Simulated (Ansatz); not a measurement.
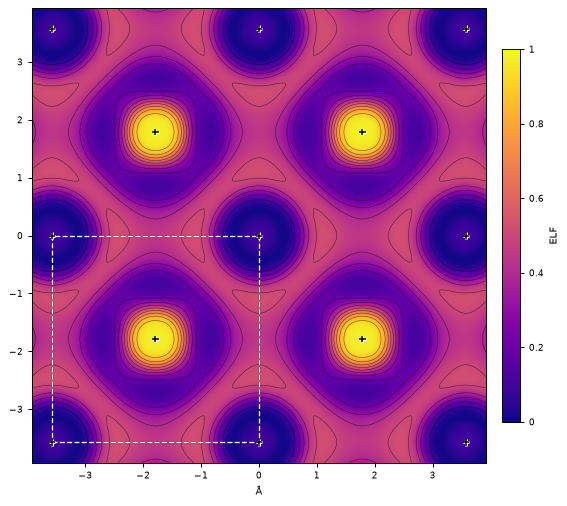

The electron localisation function on a plane through atoms (crosses mark nuclei in the plane).

Computed with Ansatz, DFT r2SCAN, scalar-relativistic, plane waves, PAW.

Candidates:
A. Ti₃Al₅, a = 3.90 Å, b = 4.02 Å, c = 8.07 Å, α = 90.00°, β = 90.00°, γ = 90.00°. Space group Pmmm; a structure from a database of computed crystals, not necessarily the ambient phase; computed without spin polarisation.
B. AlCo₃, a = 3.57 Å, b = 3.57 Å, c = 3.57 Å, α = 90.00°, β = 90.00°, γ = 90.00°. Space group Pm-3m; a structure from a database of computed crystals, not necessarily the ambient phase; spin-polarised.

Which candidate gave the map?

Answer. Candidate B: AlCo₃ on the (100) plane of the conventional cell, which holds Al and Co. Al–Co (2.53 Å): the ELF is about 0.40 at the midpoint.
